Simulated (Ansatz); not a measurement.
The compound is MgO (space group Fm-3m, No. 225), taken as the geometry relaxed with DFT, r2SCAN+rVV10, plane waves, PAW (Ansatz); the starting structure was generated, so it need not be a known form of this composition.

```xyz
8
Lattice="4.1951 0.0000 0.0000 0.0000 4.1951 0.0000 0.0000 0.0000 4.1951" Properties=species:S:1:pos:R:3 pbc="T T T"
Mg    0.0000    0.0000    0.0000
O     2.0976    0.0000    0.0000
Mg    0.0000    2.0976    2.0976
O     2.0976    2.0976    2.0976
Mg    2.0976    0.0000    2.0976
O     0.0000    0.0000    2.0976
Mg    2.0976    2.0976    0.0000
O     0.0000    2.0976    0.0000
```

Describe the stacking along [111], with columns A (0, 0), B (1/3, 2/3), C (2/3, 1/3) of the hexagonal mesh spanned by (a − b)/2 and (b − c)/2.

Mg(A) – O(C) – Mg(B) – O(A) – Mg(C) – O(B) (six layers in 7.27 Å).

O layers alone: CAB, the cubic close-packed type.

Mg: three octahedral sites in each hexagonal cell.

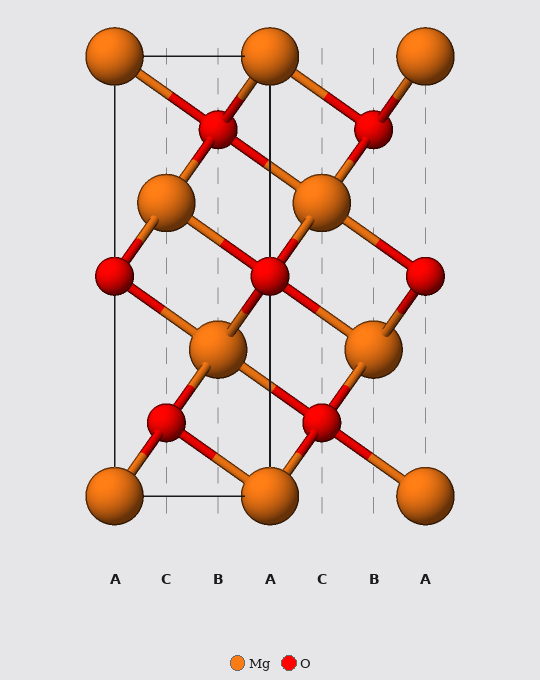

The picture looks along a close-packed row of the hexagonal mesh; [111] points upwards. The dashed lines mark the three columns A (0, 0), B (1/3, 2/3) and C (2/3, 1/3). The box is the hexagonal cell of the face-centred cubic lattice. The sequence starts with the first layer at or above the cell's origin.
